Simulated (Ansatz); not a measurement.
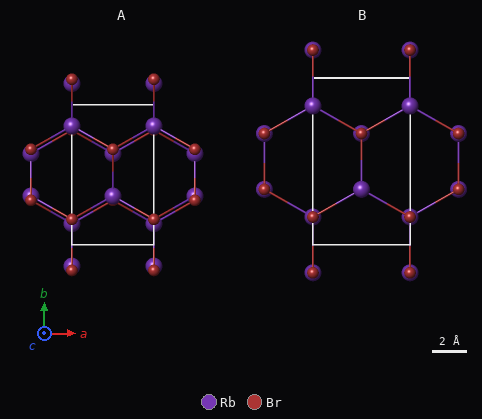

Two geometries of crystalline RbBr (built on the CdTe-36 type type), drawn at one scale. One is the start of a relaxation, the other its converged end. A ball-and-stick model of the conventional cell (2 times the calculation's cell), seen along the c axis. Lengths and directions refer to the drawn axes.

All numbers below come from DFT, PBEsol, plane waves, PAW (Ansatz 0.2.0). Set-up: plane-wave cutoff 420 eV; k-point mesh 6 × 6 × 4; occupations fermi dirac; smearing width 0.03 eV; no spin polarisation; cell and atoms relaxed; force threshold 0.01 eV/Å; at most 120 steps.

Q: Which geometry has the lower energy?

A: Structure B is the relaxed one. The largest moves relative to the cell, 0.45 Å, are those of Rb and Br atoms. Largest moves by element: Rb 0.45 Å, Br 0.45 Å. The volume changes by +20.2 %, with a 4.924 → 5.832 Å (+18.4 %), b 8.419 → 10.025 Å (+19.1 %), c 7.965 → 6.790 Å (−14.8 %). Among the contacts that change: Br–Rb 4.982 → 3.395 Å, Br–Rb 3.001 → 3.394 Å, Br–Rb 2.980 → 3.354 Å, Br–Rb 3.001 → 3.355 Å. New bonds form: Br–Rb (4.98 → 3.40 Å). Among the angles between lasting bonds that change: Br–Rb–Br 114.4° → 90.0°, Rb–Br–Rb 111.7° → 90.0°, Br–Rb–Br 106.8° → 90.0°. The space group (tolerance 0.01 Å) goes from Cmc2_1 (No. 36) to Cmcm (No. 63). Over 11 accepted moves (14 points after the start) the energy falls by 0.961 eV per cell of the calculation. The largest force component goes from 0.13 to 0.0005 eV/Å. The pressure goes from 5.44 to 0.02 GPa. The line search rejected the trial step at point 10 of the run. At 2 points the geometry stayed and the basis and grid were re-selected for the new cell (energy shift of 13.9 meV per cell of the calculation at most each time).
